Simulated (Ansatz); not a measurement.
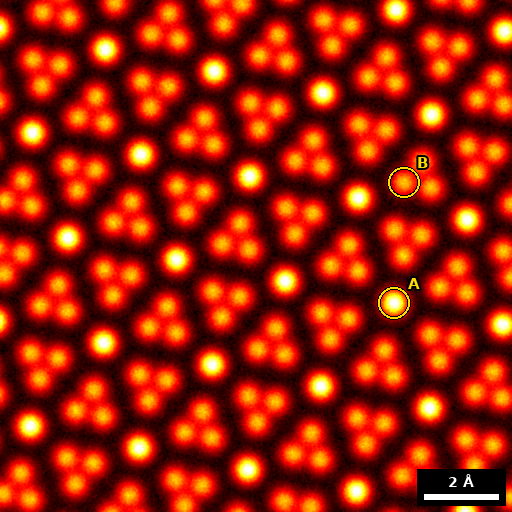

Dark-field STEM-like image of B (Pm-3n, No. 223) along [111]. The image is simulated as a sum over atoms of Z^1.7, blurred by a 0.50 Å probe (no channelling). The display is stretched by a gamma of 0.65; percentages refer to the linear signal. Shot noise was added. Model: the input geometry of an electronic-structure calculation (not necessarily at equilibrium); the starting structure was generated, so it need not be a known form of this composition.

```cif
data_structure
_symmetry_space_group_name_H-M 'Pm-3n'
_symmetry_Int_Tables_number 223
_cell_length_a 3.7120
_cell_length_b 3.7120
_cell_length_c 3.7120
_cell_angle_alpha 90.000
_cell_angle_beta 90.000
_cell_angle_gamma 90.000
_cell_volume 51.15
loop_
_atom_site_label
_atom_site_type_symbol
_atom_site_symmetry_multiplicity
_atom_site_Wyckoff_symbol
_atom_site_fract_x
_atom_site_fract_y
_atom_site_fract_z
_atom_site_occupancy
B1 B 2 a 0.00000 0.00000 0.00000 1
B2 B 6 c 0.25000 0.00000 0.50000 1
```

Question: Assign the marked columns.

Answer: A: B (2 B per 6.43 Å along the beam; the brightest kind). B: B (1 B per 6.43 Å along the beam; about 50 % of the brightest peak). Brightness is counted from the darkest point of the image.
